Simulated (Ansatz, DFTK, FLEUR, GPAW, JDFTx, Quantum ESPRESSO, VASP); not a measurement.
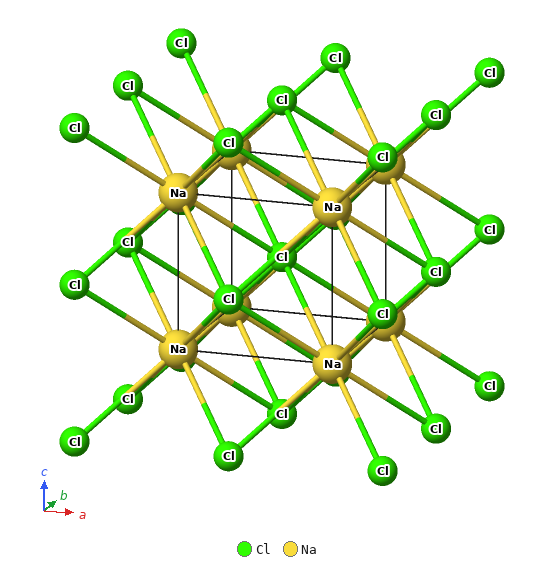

NaCl, caesium chloride (CsCl, B2) type, space group Pm-3m (No. 221), a = 3.502 Å, b = 3.502 Å, c = 3.502 Å, α = 90.00°, β = 90.00°, γ = 90.00° (21.48 Å³/atom). Structure drawing (ball-and-stick), viewed slightly off an axis. The wireframe shows the conventional unit cell. Atoms outside the box are added where they are bonded to one inside. The cell is a structure listed in the Materials Project. Other forms of this composition are known.

The cell was scaled uniformly, at fixed shape and fractional positions, in eight programs or potential sets. Alike in all runs: functional PBE; k mesh 8 × 8 × 8 on the run's cell of 2 atoms; occupations fermi-dirac, width 0.05 eV; no spin polarisation; no spin-orbit coupling.

Energies from JDFTx (PseudoDojo 0.5 standard):

| volume (Å³/atom) | E − E(lowest point) (meV/atom) |
| --- | --- |
| 20.189 | 8.15 |
| 20.619 | 3.73 |
| 21.048 | 1.08 |
| 21.478 | 0.00 |
| 21.907 | 0.35 |
| 22.337 | 1.94 |
| 22.766 | 4.66 |

**Fit a third-order Birch-Murnaghan equation of state to these points.**

V0 = 21.58 Å³/atom (a0 = 3.508 Å), B0 = 25.7 GPa and B0′ = 4.7. V0 lies 0.5 % above the volume of the cell as given.

The same fit in all programs:

| program | V0 (Å³/atom) | a0 (Å) | B0 (GPa) | B0′ |
| --- | --- | --- | --- | --- |
| JDFTx (PseudoDojo 0.5 standard) | 21.58 | 3.508 | 25.7 | 4.7 |
| DFTK (PseudoDojo 0.4.1 standard) | 21.58 | 3.508 | 25.7 | 4.6 |
| GPAW (PAW data 1.2.1) | 21.60 | 3.509 | 25.4 | 4.6 |
| Ansatz (Ansatz PAW soft_1) | 21.57 | 3.507 | 25.7 | 4.7 |
| FLEUR (all-electron) | 21.58 | 3.508 | 25.7 | 4.6 |
| Ansatz LAPW (all-electron) | 21.57 | 3.507 | 25.7 | 4.6 |
| Quantum ESPRESSO (SSSP 1.3 efficiency) | ? | ? | ? | ? |
| VASP (PBE potentials, release 64 Cl, Na_pv) | 21.57 | 3.507 | 25.7 | 4.7 |

**Estimate the row of Quantum ESPRESSO (SSSP 1.3 efficiency).**

V0 = 21.64 Å³/atom, a0 = 3.511 Å, B0 = 25.7 GPa and B0′ = 4.7. The other rows span 21.57 to 21.60 Å³/atom and 25.4 to 25.7 GPa.

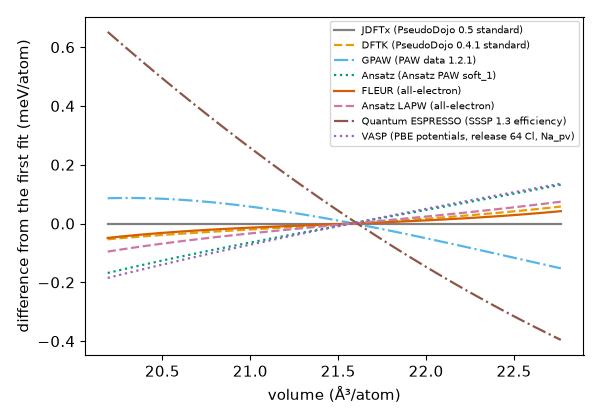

Each fitted curve, counted from its own minimum, less that of JDFTx (PseudoDojo 0.5 standard). With one functional throughout, the spread comes from potentials, basis sets and numerical settings; B0′ is uncertain by a few tenths over so narrow a range.
